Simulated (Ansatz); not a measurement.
**What a change does: geometry relaxation on VO₂**

System: VO₂ (P4₂/mnm, 6 atoms in the cell).
Method of run 1: Kohn-Sham DFT of a periodic cell, PBEsol, Ansatz PAW, spin-polarised (Ansatz 0.2.0).

The structure derives from a Materials Project entry. Text and figures count atoms from 1; the logs count them from 0 in places.

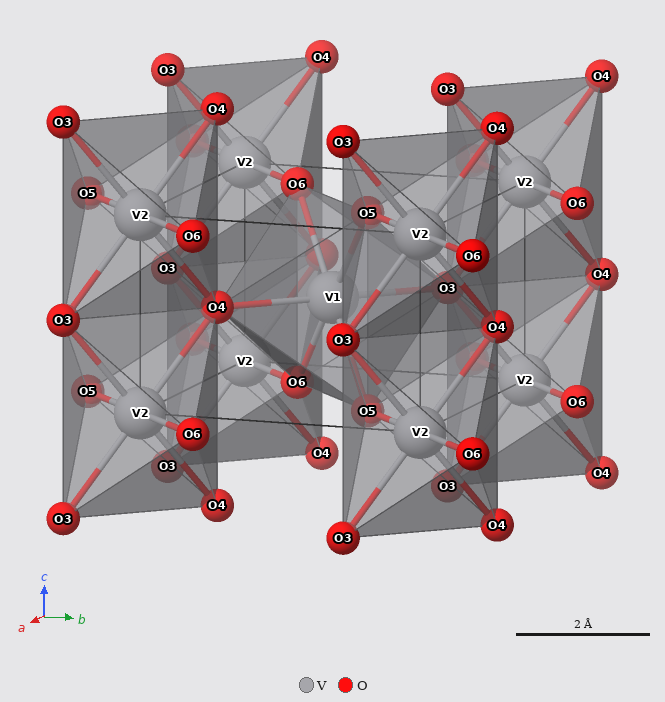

**Figure 1.** The input geometry (polyhedral view of the cell of the calculation, seen slightly off an axis; polyhedra are completed across the faces of the cell; atoms are numbered from 1 in the order of the input).

## Input, run 1
```yaml
crystal:
  lattice:
    - [4.5072020454, 0.0, 0.0]
    - [0.0, 4.5072020454, 0.0]
    - [0.0, 0.0, 3.04445]
  atoms:
    - { symbol: V, position: [0.5, 0.5, 0.5], spin: 2.0 }
    - { symbol: V, position: [0.0, 0.0, 0.0], spin: 2.0 }
    - { symbol: O, position: [0.200358, 0.799642, 0.5] }
    - { symbol: O, position: [0.799642, 0.200358, 0.5] }
    - { symbol: O, position: [0.700358, 0.700358, 0.0] }
    - { symbol: O, position: [0.299642, 0.299642, 0.0] }
hamiltonian:
  xc: pbesol
  pseudopotentials: { kind: paw }
magnetization:
  spin_polarized: true
kpoints:
  mp_grid: { grid: [6, 6, 9] }
scf:
  occupations: { method: fermi_dirac, width: 0.05 }
output:
  forces: true
  stress: true
relax:
  f_tol: 0.01
  max_steps: 40
  cell: { stress_tol: 0.05 }
```

Command:
```bash
ansatz run input.yaml --threads 2 --pin off --max-ram 5632MiB --backend cpu --events-out ev --progress --plain --runs-dir out
```

Hardware: 2 threads of Intel Xeon @ 2.50GHz (Skylake/Cascade Lake), 189 GiB of memory available, shared host.

## Output, shortened to warnings, some set-up lines, iterations and results (run 1)
```
Basis set: ecut = 420 eV, 1195 PW (Γ), exchange–correlation on 64×64×48 points (8 copies of the dense FFT grid, shifted against one another)
Symmetry: 16 space group operations
k-points: 50 of 324
Initial density: superposition of atomic densities (chi_scale 0.1, normalization cell, long waves kept (reshape's long-wave potential 0.00 eV rms))
[...]
SCF iter   1: F=—  HF=-8017.673713 eV  |F-HF|=—  |Δ(HF+E_count)|=         —  Δρ=4.41e-2 (↑3.45e-2 ↓4.41e-2)  dr2=9.01e-1  dr2_m=6.17e-1  M=2.000 μB ∫|m|=3.210 μB  β_m=0.30  …
SCF iter   2: F=—  HF=-8017.602304 eV  |F-HF|=—  |Δ(HF+E_count)|=   7.14e-2  Δρ=3.32e-2 (↑2.54e-2 ↓3.32e-2)  dr2=6.02e-1  dr2_m=3.21e-1  M=2.000 μB ∫|m|=3.138 μB  β_m=0.65  …
SCF iter   3: F=—  HF=-8017.837360 eV  |F-HF|=—  |Δ(HF+E_count)|=   2.35e-1  Δρ=1.05e-2 (↑1.05e-2 ↓5.66e-3)  dr2=1.03e-1  dr2_m=1.78e-2  M=2.000 μB ∫|m|=2.805 μB  β_m=0.65  …
SCF iter   4: F=—  HF=-8017.819180 eV  |F-HF|=—  |Δ(HF+E_count)|=         —  Δρ=7.61e-3 (↑7.61e-3 ↓3.48e-3)  dr2=2.80e-2  dr2_m=1.29e-2  M=2.000 μB ∫|m|=2.624 μB  β_m=0.65  …
SCF iter   5: F=—  HF=-8017.837575 eV  |F-HF|=—  |Δ(HF+E_count)|=   1.84e-2  Δρ=2.81e-3 (↑2.55e-3 ↓2.81e-3)  dr2=7.92e-3  dr2_m=2.70e-3  M=2.000 μB ∫|m|=2.594 μB  β_m=0.83  …
[... 82 lines ...]
SCF iter   5: F=—  HF=-8018.332760 eV  |F-HF|=—  |Δ(HF+E_count)|=  1.55e-10  Δρ=1.47e-7 (↑1.47e-7 ↓1.27e-7)  dr2=3.06e-11  dr2_m=5.31e-13  M=1.961 μB ∫|m|=2.298 μB  β_m=0.91  …
SCF iter   6: F=—  HF=-8018.332760 eV  |F-HF|=—  |Δ(HF+E_count)|=  9.09e-12  Δρ=8.55e-8 (↑8.55e-8 ↓5.58e-8)  dr2=1.03e-11  dr2_m=1.32e-13  M=1.961 μB ∫|m|=2.298 μB  β_m=0.96  …
SCF iter   7: F=-8018.332760 eV  HF=-8018.332760 eV  |F-HF|=1.91e-11  |Δ(HF+E_count)|=  1.73e-11  Δρ=8.75e-8 (↑8.75e-8 ↓8.01e-8)  dr2=1.76e-11  dr2_m=2.40e-14  M=1.961 μB …
SCF 9 converged in 7 iterations: F = -8018.332760 eV  dr2 = 1.76e-11
relax step   9: F+E_penalty+E_count = -8018.33275953 eV  Δ(F+E_penalty+E_count) = +4.764e-4 eV  max|allowed force component| = 2.566e-5 eV/Å  Δτ_max = 0.0000 Å  P = -0.004 …
basis re-selected at this cell: Δ(F+E_penalty+E_count) = +4.764e-4 eV, ΔP = -0.010 GPa vs the last step (what re-selecting the basis moved, of the pressure what is left beyond the Pulay correction that the steps carried, after the strain that the cell walked since its last selection, with what the …
SCF converged after 7 iterations
Magnetization: 1.9608 μB (25.9804 up, 24.0196 down)
Absolute magnetization: 2.2980 μB (∫|ρ↑−ρ↓|, with the PAW one-centre terms)
Spin contamination: 0.0311 ħ² per cell (⟨S²⟩ above its minimum at these occupations)
Per-site moments (μB) at R_I (Å): [(0.7886290073231558, 0.785374212365163), (0.7886290073231557, 0.785374212365163), (-0.035912270653579166, 0.785374212365163), (-0.03591227065357916, 0.785374212365163), (-0.03591227065357899, 0.785374212365163), (-0.035912270653579124, 0.785374212365163)]
Free energy (F): -8018.332760 eV
Harris-Foulkes:  -8018.332760 eV  (|F-HF|=1.91e-11)
Internal energy: -8018.309695 eV  (E = F + TS)
E sigma→0 (E₀):  -8018.321227 eV
Entropy (-TS):   -0.023065 eV (-3.844 meV/atom)
Fermi energy:    11.351741 eV
--- Per-component energies (eV) ---
  E_band       = -430.723620
  E_kinetic    = 1369.807576
  E_local      = -3521.150746  (includes V_loc(G=0)·N_el)
  E_nonlocal   = 96.440546
  E_hartree    = 1427.242218
  E_xc         = -549.908959
  E_vxc        = -703.167482  (∫ρ·V_xc dr)
  E_paw        = -2776.179584  (= ΣΔE_a)
  E_vpaw       = -527.148382  (= ΣTr[D̂ρ^β])
  E_aug_tail   = 0.010325  (compensation charges beyond the density's cutoff)
  E_ewald      = -4065.011581
  E_core_change = 0.440510  (= ΣΔE_core)
  E_smearing   = -0.023065  (= −TS)
  E_closure    = 0.000000  (closes the sum)
  Σ components = -8018.332760   (vs F -8018.332760, Δ=0.00e0)
--- Forces (eV/Å), atoms counted from 1 ---
  atom   1  V     -0.00000000     0.00000000     0.00000000
  atom   2  V      0.00000000     0.00000000    -0.00000000
  atom   3  O      0.00002566    -0.00002566     0.00000000
  atom   4  O     -0.00002566     0.00002566    -0.00000000
  atom   5  O      0.00002566     0.00002566     0.00000000
  atom   6  O     -0.00002566    -0.00002566    -0.00000000
  max |Σ_I F_I| component: 1.73e-18 eV/Å
--- Stress (GPa, compression-positive) ---
       -0.000335       0.000000       0.000000
        0.000000      -0.000335      -0.000000
[...]
```

The input of run 2 differs as follows (lines with − go, lines with + come):
```diff
-  xc: pbesol
+  xc: rpbe
```

What does this change do to the results?

The total energies belong to different methods, so their difference says nothing on which is more stable or more accurate. The volume per atom goes from 9.61 to 10.19 Å³. The functional changes from PBEsol to RPBE. The SCF takes 72 iterations over all geometry steps against 74.

## Output, shortened to warnings, some set-up lines, iterations and results (run 2)
```
Basis set: ecut = 420 eV, 1195 PW (Γ), exchange–correlation on 64×64×48 points (8 copies of the dense FFT grid, shifted against one another)
Symmetry: 16 space group operations
k-points: 50 of 324
Initial density: superposition of atomic densities (chi_scale 0.1, normalization cell, long waves kept (reshape's long-wave potential 0.00 eV rms))
[...]
SCF iter   1: F=—  HF=-8114.011514 eV  |F-HF|=—  |Δ(HF+E_count)|=         —  Δρ=4.80e-2 (↑3.20e-2 ↓4.80e-2)  dr2=1.32e0  dr2_m=6.01e-1  M=2.000 μB ∫|m|=3.279 μB  β_m=0.30  …
SCF iter   2: F=—  HF=-8113.877903 eV  |F-HF|=—  |Δ(HF+E_count)|=   1.34e-1  Δρ=3.52e-2 (↑2.37e-2 ↓3.52e-2)  dr2=7.61e-1  dr2_m=3.10e-1  M=2.000 μB ∫|m|=3.224 μB  β_m=0.64  …
SCF iter   3: F=—  HF=-8114.176175 eV  |F-HF|=—  |Δ(HF+E_count)|=   2.98e-1  Δρ=1.13e-2 (↑1.13e-2 ↓7.77e-3)  dr2=1.51e-1  dr2_m=2.23e-2  M=2.000 μB ∫|m|=2.942 μB  β_m=0.66  …
SCF iter   4: F=—  HF=-8114.174283 eV  |F-HF|=—  |Δ(HF+E_count)|=         —  Δρ=7.94e-3 (↑7.94e-3 ↓3.56e-3)  dr2=3.68e-2  dr2_m=1.27e-2  M=2.000 μB ∫|m|=2.734 μB  β_m=0.66  …
SCF iter   5: F=—  HF=-8114.198958 eV  |F-HF|=—  |Δ(HF+E_count)|=   2.47e-2  Δρ=2.95e-3 (↑2.68e-3 ↓2.95e-3)  dr2=1.09e-2  dr2_m=2.57e-3  M=2.000 μB ∫|m|=2.703 μB  β_m=0.83  …
[... 80 lines ...]
SCF iter   4: F=—  HF=-8114.454940 eV  |F-HF|=—  |Δ(HF+E_count)|=  7.04e-10  Δρ=1.81e-7 (↑1.81e-7 ↓1.71e-7)  dr2=5.41e-11  dr2_m=4.31e-13  M=2.000 μB ∫|m|=2.554 μB  β_m=0.91  …
SCF iter   5: F=—  HF=-8114.454940 eV  |F-HF|=—  |Δ(HF+E_count)|=  9.91e-11  Δρ=9.97e-8 (↑9.97e-8 ↓8.45e-8)  dr2=1.81e-11  dr2_m=4.48e-14  M=2.000 μB ∫|m|=2.554 μB  β_m=0.87  …
SCF iter   6: F=-8114.454940 eV  HF=-8114.454940 eV  |F-HF|=1.46e-11  |Δ(HF+E_count)|=  7.28e-12  Δρ=9.54e-8 (↑9.54e-8 ↓7.62e-8)  dr2=2.17e-11  dr2_m=6.76e-14  M=2.000 μB …
SCF 9 converged in 6 iterations: F = -8114.454940 eV  dr2 = 2.17e-11
relax step   9: F+E_penalty+E_count = -8114.45493973 eV  Δ(F+E_penalty+E_count) = -3.143e-4 eV  max|allowed force component| = 6.493e-4 eV/Å  Δτ_max = 0.0000 Å  P = +0.016 …
basis re-selected at this cell: Δ(F+E_penalty+E_count) = -3.143e-4 eV, ΔP = +0.008 GPa vs the last step (what re-selecting the basis moved, of the pressure what is left beyond the Pulay correction that the steps carried, after the strain that the cell walked since its last selection, with what the …
SCF converged after 6 iterations
Magnetization: 1.9998 μB (25.9999 up, 24.0001 down)
Absolute magnetization: 2.5536 μB (∫|ρ↑−ρ↓|, with the PAW one-centre terms)
Spin contamination: 0.0529 ħ² per cell (⟨S²⟩ above its minimum at these occupations)
Per-site moments (μB) at R_I (Å): [(0.8593255066588473, 0.7974430163931608), (0.8593255066588467, 0.797443016393161), (-0.06229071900410111, 0.797443016393161), (-0.062290719004101026, 0.797443016393161), (-0.06229071900410105, 0.7974430163931608), (-0.06229071900410098, 0.797443016393161)]
Free energy (F): -8114.454940 eV
Harris-Foulkes:  -8114.454940 eV  (|F-HF|=1.46e-11)
Internal energy: -8114.430737 eV  (E = F + TS)
E sigma→0 (E₀):  -8114.442838 eV
Entropy (-TS):   -0.024203 eV (-4.034 meV/atom)
Fermi energy:    10.535689 eV
--- Per-component energies (eV) ---
  E_band       = -463.883324
  E_kinetic    = 1368.221928
  E_local      = -3638.631177  (includes V_loc(G=0)·N_el)
  E_nonlocal   = 86.170954
  E_hartree    = 1475.185382
  E_xc         = -556.646653
  E_vxc        = -706.230504  (∫ρ·V_xc dr)
  E_paw        = -2865.085296  (= ΣΔE_a)
  E_vpaw       = -523.795371  (= ΣTr[D̂ρ^β])
  E_aug_tail   = 0.010231  (compensation charges beyond the density's cutoff)
  E_ewald      = -3983.468798
  E_core_change = -0.187308  (= ΣΔE_core)
  E_smearing   = -0.024203  (= −TS)
  E_closure    = -0.000000  (closes the sum)
  Σ components = -8114.454940   (vs F -8114.454940, Δ=0.00e0)
--- Forces (eV/Å), atoms counted from 1 ---
  atom   1  V      0.00000000     0.00000000     0.00000000
  atom   2  V     -0.00000000    -0.00000000     0.00000000
  atom   3  O      0.00064927    -0.00064927    -0.00000000
  atom   4  O     -0.00064927     0.00064927    -0.00000000
  atom   5  O      0.00064927     0.00064927     0.00000000
  atom   6  O     -0.00064927    -0.00064927    -0.00000000
  max |Σ_I F_I| component: 3.47e-18 eV/Å
--- Stress (GPa, compression-positive) ---
        0.017308       0.000000       0.000000
        0.000000       0.017308       0.000000
[...]
```

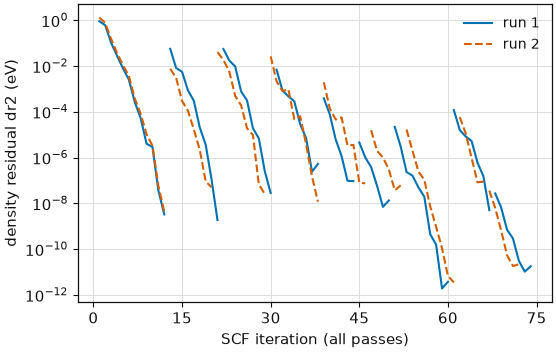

**Figure 2.** Convergence of the two runs: density residual dr2 against the SCF iteration. A break in a curve parts two SCF passes. Run 1 takes 74 iterations in all, and run 2 takes 72.

## The two runs side by side

| quantity | run 1 | run 2 |
| --- | --- | --- |
| outcome | converged | converged |
| free energy per atom (eV) | −1336.3888 | −1352.4092 |
| energy per atom, smearing taken to zero (eV) | −1336.3869 | −1352.4071 |
| net moment of the cell (μB) | 1.96 | 2.00 |
| absolute moment of the cell (μB) | 2.30 | 2.55 |
| pressure (GPa) | 0.00 | 0.02 |
| volume per atom (Å³) | 9.61 | 10.19 |
| largest force (eV/Å) | 0.000 | 0.001 |
| SCF iterations | 74 | 72 |
| irreducible k-points | 50 | 50 |
| wall time (shared host) | 1.9 min | 1.9 min |

For run 2: Points of doubt noted for this run: forces on files of another functional.
